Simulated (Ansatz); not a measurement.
# Run report: TiO$_{2}$, band-structure calculation (part 2 of 2)

TiO$_{2}$ (I4/mmm, 3 atoms in the cell); DFT, HSE06, plane waves, PAW, no spin polarisation (Ansatz 0.2.0); cutoff 420 eV, 6×6×6 k-mesh, fixed occupations. The structure was built on a prototype by a generator. The geometry comes from this level: r2SCAN (a point of a series of strains). It belongs to a series of runs on one base structure; here: uniaxial_z strain +5.0%.

Geometry of the input (Å; fractional positions):
```
0.0000  2.3968  2.5167
2.3968  0.0000  2.5167
2.3968  2.3968  0.0000
Ti 0.0000  0.0000  0.0000
O  0.2500  0.2500  0.2500
O  0.7500  0.7500  0.7500
```

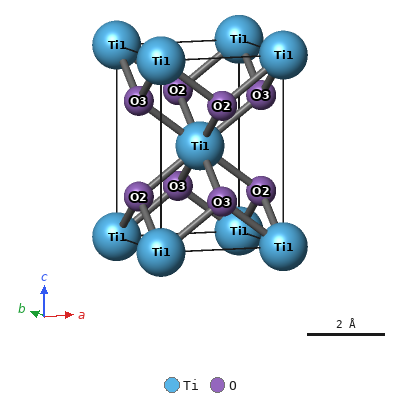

Figure 1. The input geometry (ball-and-stick view of the cell 2 times as large as that of the calculation, set on its symmetry axes, seen slightly off an axis; atoms are numbered from 1 in the order of the input).

Output, continued
```
--- Stress (GPa, compression-positive) ---
       -6.569280       0.000000       0.000000
        0.000000      -6.569280       0.000000
        0.000000       0.000000     -33.840297
  P = ⅓ Tr σ = -15.6596 GPa (-156.596 kbar)
--- Band table (eV; the first three rows and the last of 30) ---
  k-point 0: bands = ["-51.7229", "-26.1400", "-26.1400", "-26.1233", "-10.6783", "-6.8529", "4.2903", "4.2903", "4.4297", "9.1665", "9.9330", "9.9330", "13.0367", "13.3038", "17.1041", "17.1041"]
  k-point 1: bands = ["-51.7182", "-26.1944", "-26.1464", "-26.1361", "-10.3608", "-7.2080", "4.5680", "4.6148", "5.0490", "8.5882", "9.2033", "9.3149", "13.4576", "13.6449", "16.3370", "16.8788"]
  k-point 2: bands = ["-51.7087", "-26.3076", "-26.1593", "-26.1544", "-9.6230", "-7.9128", "5.1295", "5.2144", "6.3944", "7.5692", "8.1782", "8.3746", "13.6634", "13.6856", "14.9816", "16.7335"]
  k-point 29: bands = ["-51.6999", "-26.3600", "-26.2052", "-26.2052", "-8.9387", "-8.1551", "3.1469", "5.7473", "5.7473", "8.5558", "8.5558", "10.2958", "13.7465", "13.9576", "14.3065", "15.8225"]
```

File bands.tsv
```
# k_distance	band_0	band_1	band_2	band_3	band_4	band_5	band_6	band_7	band_8	band_9	band_10	band_11	band_12	band_13	band_14	band_15
# fermi_ev = 10.830773
# lock_threshold_ev = 1e-6
# [0, 0, 0] at k_distance = 0.000000
# [0.5, 0, 0.5] at k_distance = 1.310730
# [0.625, 0.25, 0.625] at k_distance = 1.763244
# [0.375, 0.375, 0.75] at k_distance = 2.559655
# [0.5, 0.5, 0.5] at k_distance = 3.337038
# [0.5, 0.25, 0.75] at k_distance = 4.242065
# [0, 0.5, 0.5] at k_distance = 5.707506
# levels_relative_to = fermi_ev
# free_energy_ev = -3636.870856
# largest_residual_norms_ev = 1.261e-4 3.231e-4 3.381e-4 3.300e-4 4.718e-4 4.332e-4 9.268e-4 1.783e-3 1.731e-3 2.131e-3 2.143e-3 2.146e-3 1.012e-3 8.963e-4 1.497e-3 1.292e-3
0.000000	-62.553715	-36.970771	-36.970771	-36.954062	-21.509089	-17.683717	-6.540453	-6.540453	-6.401104	-1.664224	-0.897795	-0.897795	2.205970	2.473005	6.273364	6.273364
1.310730	-62.527223	-37.204300	-37.057969	-37.021441	-19.458873	-19.319443	-7.735739	-5.363122	-4.994521	-2.911554	-2.049843	0.000000	2.861813	3.310827	3.802048	4.990489
1.763244	-62.528259	-37.160642	-37.091770	-37.021961	-19.462670	-19.361026	-7.186088	-5.444547	-4.885375	-3.317341	-2.161599	-0.467073	2.925852	3.303778	4.172104	4.515569
2.559655	-62.530338	-37.144122	-37.094864	-37.022931	-19.636469	-19.189857	-7.097749	-5.292215	-4.770182	-3.054107	-2.276112	-0.952641	2.968870	3.208310	3.896187	4.574152
3.337038	-62.534784	-37.193839	-36.996503	-36.994083	-19.903453	-19.229179	-5.438400	-5.216223	-3.802854	-3.781288	-2.986591	-2.880571	2.597005	2.716794	3.682863	5.961764
4.242065	-62.528980	-37.120908	-37.106932	-37.047423	-19.562202	-19.239652	-6.653444	-6.403005	-3.817264	-3.570124	-2.490571	-0.501270	3.038833	3.487431	3.955521	4.104268
5.707506	-62.527223	-37.204300	-37.057969	-37.021441	-19.458873	-19.319443	-7.735739	-5.363122	-4.994521	-2.911554	-2.049843	0.000000	2.861813	3.310827	3.802048	4.990489
```

File rho_z.tsv
```
# z_ang	rho[e/angstrom^3]
# format = ansatz-planar-average/11
# lattice	0.000000000	2.396827253	2.516668615
# lattice	2.396827253	0.000000000	2.516668615
# lattice	2.396827253	2.396827253	0.000000000
# sites	3
# site	22	0.000000000	0.000000000	0.000000000
# site	8	1.198413626	1.198413626	1.258334308
# site	8	3.595240879	3.595240879	3.775002923
0.000000	1.291486e0
0.141234	1.272321e0
0.282469	1.219397e0
0.423703	1.141744e0
0.564938	1.049363e0
0.706172	9.527637e-1
0.847406	8.566668e-1
0.988641	7.559396e-1
1.129875	6.421659e-1
1.271110	5.190320e-1
1.412344	4.094177e-1
1.553578	3.382419e-1
1.694813	3.145761e-1
1.836047	3.382419e-1
1.977282	4.094177e-1
2.118516	5.190320e-1
2.259750	6.421659e-1
2.400985	7.559396e-1
2.542219	8.566668e-1
2.683454	9.527637e-1
2.824688	1.049363e0
2.965922	1.141744e0
3.107157	1.219397e0
3.248391	1.272321e0
```

File v_z.tsv
```
# z_ang	v_es[eV]	v_tot[eV]
# format = ansatz-planar-average/11
# xc	hse06
# density_cutoff_ev	1680
# datasets	Ti=:simpson_from_first_knot:soft:fock:shift=0	O=:simpson_from_first_knot:soft:fock:shift=0
# lattice	0.000000000	2.396827253	2.516668615
# lattice	2.396827253	0.000000000	2.516668615
# lattice	2.396827253	2.396827253	0.000000000
# sites	3
# site	22	0.000000000	0.000000000	0.000000000
# site	8	1.198413626	1.198413626	1.258334308
# site	8	3.595240879	3.595240879	3.775002923
0.000000	2.161341e0	-8.819722e0
0.141234	1.722729e0	-9.232713e0
0.282469	1.096252e0	-9.795023e0
0.423703	8.667269e-1	-9.864944e0
0.564938	1.118981e0	-9.321090e0
0.706172	1.964173e0	-8.089341e0
0.847406	3.420248e0	-6.132276e0
0.988641	5.361755e0	-3.721025e0
1.129875	7.508349e0	-1.310253e0
1.271110	9.555814e0	9.819077e-1
1.412344	1.138181e1	3.151425e0
1.553578	1.296661e1	4.966970e0
1.694813	1.372321e1	5.776092e0
1.836047	1.296661e1	4.966970e0
1.977282	1.138181e1	3.151425e0
2.118516	9.555814e0	9.819077e-1
2.259750	7.508349e0	-1.310253e0
2.400985	5.361755e0	-3.721025e0
2.542219	3.420248e0	-6.132276e0
2.683454	1.964173e0	-8.089341e0
2.824688	1.118981e0	-9.321090e0
2.965922	8.667269e-1	-9.864944e0
3.107157	1.096252e0	-9.795023e0
3.248391	1.722729e0	-9.232713e0
```

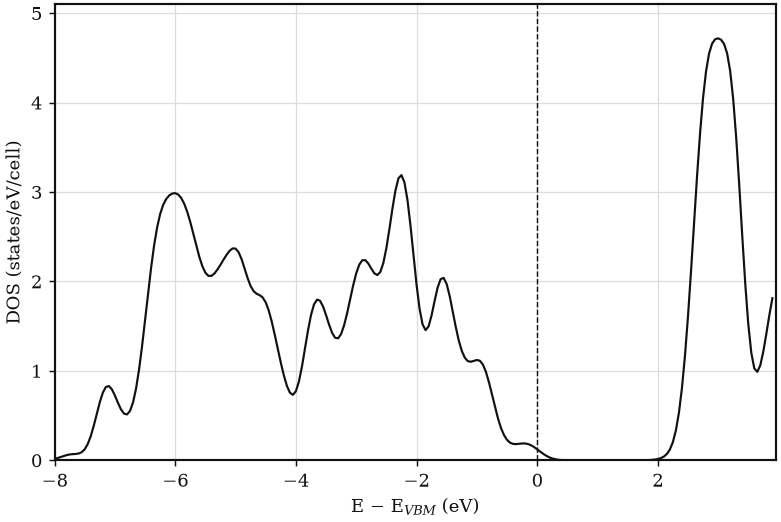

Figure 2. Density of states (the curve is built from the levels of the k mesh with Gaussians 0.4 eV wide, which also blur the band edges), with energies from the valence-band top. There is a gap of 2.21 eV on the k-point mesh. Small ripples come from the finite k-point mesh.

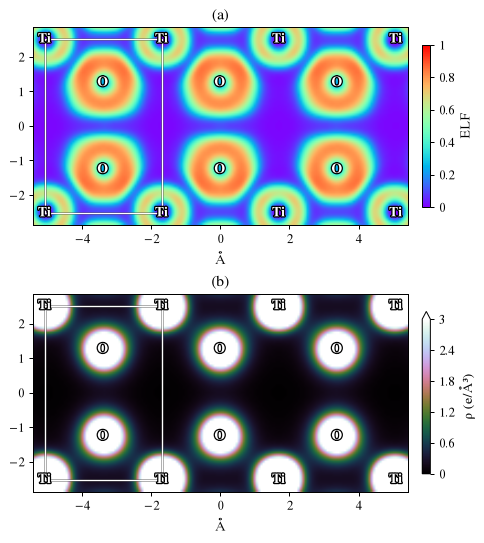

Figure 3. (a) ELF; (b) valence charge density (pseudo) on the (010) plane of the conventional cell. The section cuts through Ti and O sites. Ti–O (2.11 Å): ρ at the midpoint is about 0.51 e/Å³; the ELF is about 0.25 at the midpoint. Away from the nuclei the density in this plane falls to 0.02 e/Å³ at its lowest. The strong features right at Ti lie inside the PAW spheres (semicore, d or f shells) and say nothing about bonding. The fields are those of the smooth PAW valence density.

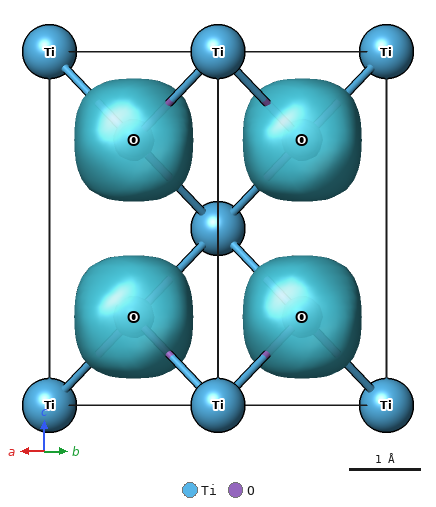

Figure 4. Isosurface of the electron localisation function at 0.6 (cyan), seen along [110]. Only the valence region is drawn (cores and ρ < 0.01 e/Å³ removed). Sticks mark near contacts. The outline is the cell set on symmetry axes. Values along the shortest contacts: Ti–O (2.11 Å): the ELF is about 0.25 at the midpoint.

Key numbers

```csv
quantity,value
outcome,converged
space group (tolerance 0.01 Å),I4/mmm (139)
electrons treated,24
free energy,−3636.8709 eV
Fermi energy,10.831 eV
gap on the k-point mesh,2.21 eV
pressure,−15.66 GPa
largest force (length of the vector),under 0.001 eV/Å
wall time,3.7 min (CPU time 3.3 min)
peak memory,1 GiB
```

Remarks

Warnings of the run: the exchange loop's threshold is looser than advised for the stress; the SCF threshold is looser than advised for the printed stress.
